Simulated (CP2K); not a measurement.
## Energy of Na along an even scaling of the cell

System: Na (P6₃/mmc, 2 atoms in the cell).
Method: Kohn-Sham DFT of a periodic cell, PBE, GTH-PBE with UZH-TZVP basis, no spin polarisation (CP2K 2026.2).

The 6 runs differ only in the geometry, by an even scaling of the cell at fixed fractional positions. The structure derives from an entry of the Crystallography Open Database.

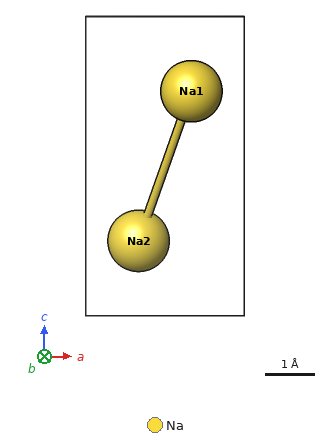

Figure 1. The structure of run 4 (ball-and-stick view of the cell of the calculation, along the b axis; atoms are numbered from 1 in the order of the input).

### Input of run 4
```
&GLOBAL
  PROJECT na_eos
  RUN_TYPE ENERGY_FORCE
  PRINT_LEVEL LOW
&END GLOBAL
&FORCE_EVAL
  METHOD QS
  STRESS_TENSOR ANALYTICAL
  &DFT
    BASIS_SET_FILE_NAME BASIS_MOLOPT_UZH
    POTENTIAL_FILE_NAME POTENTIAL_UZH
    WFN_RESTART_FILE_NAME previous-RESTART.kp
    &MGRID
      CUTOFF 1350
      REL_CUTOFF 60
      NGRIDS 5
    &END MGRID
    &QS
      METHOD GPW
      EPS_DEFAULT 1.0E-10
    &END QS
    &KPOINTS
      SCHEME MONKHORST-PACK 8 8 5
      GAMMA_CENTERED T
      SYMMETRY T
      SYMMETRY_BACKEND SPGLIB
    &END KPOINTS
    &SCF
      SCF_GUESS RESTART
      EPS_SCF 1.0E-6
      MAX_SCF 100
      ADDED_MOS 10
      CHOLESKY OFF
      EPS_EIGVAL 1.0E-7
      &DIAGONALIZATION ON
        ALGORITHM STANDARD
      &END DIAGONALIZATION
      &MIXING ON
        METHOD BROYDEN_MIXING
        ALPHA 0.4
        BETA 1.5
        NBUFFER 8
      &END MIXING
      &SMEAR ON
        METHOD FERMI_DIRAC
        ELECTRONIC_TEMPERATURE 580.23
      &END SMEAR
    &END SCF
    &XC
      &XC_FUNCTIONAL
        &GGA_X_PBE
        &END GGA_X_PBE
        &GGA_C_PBE
        &END GGA_C_PBE
      &END XC_FUNCTIONAL
    &END XC
    &PRINT
      &KPOINTS ON
      &END KPOINTS
      &MULLIKEN ON
      &END MULLIKEN
      &MO ON
        ENERGIES T
        OCCUPATION_NUMBERS T
        &EACH
          QS_SCF 0
        &END EACH
        ADD_LAST NUMERIC
      &END MO
    &END PRINT
  &END DFT
  &SUBSYS
    &CELL
      A 3.7919477469 0.0000000000 0.0000000000
      B -1.8959738735 3.2839230787 0.0000000000
      C 0.0000000000 0.0000000000 6.1947561546
      PERIODIC XYZ
    &END CELL
    &COORD
      SCALED
      Na  0.6666666667 0.3333333333 0.7500000000
      Na  0.3333333333 0.6666666667 0.2500000000
    &END COORD
    &KIND Na
      BASIS_SET TZVP-MOLOPT-PBE-GTH-q9
      POTENTIAL GTH-PBE-q9
    &END KIND
    &PRINT
      &ATOMIC_COORDINATES ON
      &END ATOMIC_COORDINATES
      &CELL ON
      &END CELL
    &END PRINT
  &END SUBSYS
  &PRINT
    &FORCES ON
    &END FORCES
    &STRESS_TENSOR ON
    &END STRESS_TENSOR
  &END PRINT
&END FORCE_EVAL
```

Command:
```bash
OMP_NUM_THREADS=1 cp2k.psmp -i na_eos.inp -o na_eos.out
```

Lattice vectors (Å) and fractional positions of run 4:
```
   3.791948    0.000000    0.000000
  -1.895974    3.283923    0.000000
   0.000000    0.000000    6.194756
Na  0.666667  0.333333  0.750000
Na  0.333333  0.666667  0.250000
```

Run 2 differs from it as follows:
```diff
-      A 3.7919477469 0.0000000000 0.0000000000
-      B -1.8959738735 3.2839230787 0.0000000000
-      C 0.0000000000 0.0000000000 6.1947561546
+      A 3.7160883536 0.0000000000 0.0000000000
+      B -1.8580441768 3.2182269170 0.0000000000
+      C 0.0000000000 0.0000000000 6.0708276422
```

### Results, with one run withheld

| run | volume per atom (Å³) | free energy per atom, from the lowest run given (meV) | pressure (GPa) |
| --- | --- | --- | --- |
| 1 | 35.545 | 2.15 | 0.50 |
| 2 | 36.301 | ? | ? |
| 3 | 37.057 | 0.97 | 0.12 |
| 4 | 38.570 | 0.00 | −0.17 |
| 5 | 39.326 | 1.12 | −0.30 |
| 6 | 40.083 | 2.82 | −0.42 |

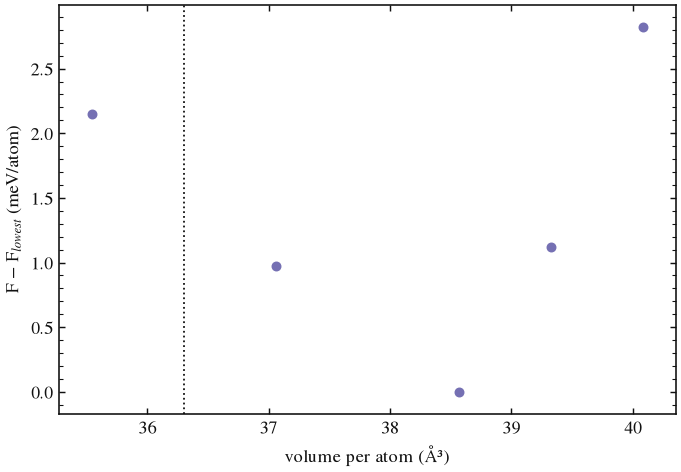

Figure 2. Free energy per atom of the runs given; the dotted line marks run 2.

Fit the runs given and predict run 2.

A cubic polynomial in V^(−2/3) (the Birch–Murnaghan form), fitted to the 5 runs given, misses them by at most 0.18 meV per atom. With x = V^(−2/3) − 0.08838 Å⁻², it reads F = 0.15101 + 205.69 x + 2.4394e+05 x² − 4.2621e+07 x³ (meV per atom). At run 2 it gives 1.72 meV per atom, and the run itself gives 1.92. The slope of the fit gives a pressure −dF/dV of 0.15 GPa there, and the run prints 0.29 GPa. The two needn't agree exactly: the fit is approximate, and the printed stress is taken on a finite basis. The fit has its minimum at 38.309 Å³ per atom, where V d²F/dV² gives 8.43 GPa. Cell shape and fractional positions are held, so this is the stiffness under even scaling; the relaxed bulk modulus wasn't computed.

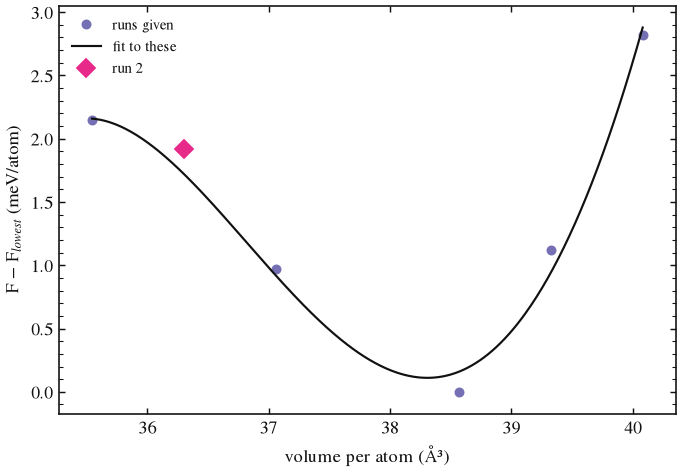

Figure 3. The fit and the withheld run.

### Some lines of the output (run 2)
```
[...]
 CELL| Volume [angstrom^3]:                                            72.602336
 CELL_REF| Volume [angstrom^3]:                                        72.602336
                        Smear method:                                FERMI_DIRAC
  Step     Update method      Time    Convergence         Total energy    Change
  Fermi energy:                                                 0.04763582170874
  Total energy:                                               -95.84724637651807
  Total energy (extrapolated to T->0):                        -95.84713162765672
 MO| E(Fermi):            0.047636 a.u.          1.296237 eV
```
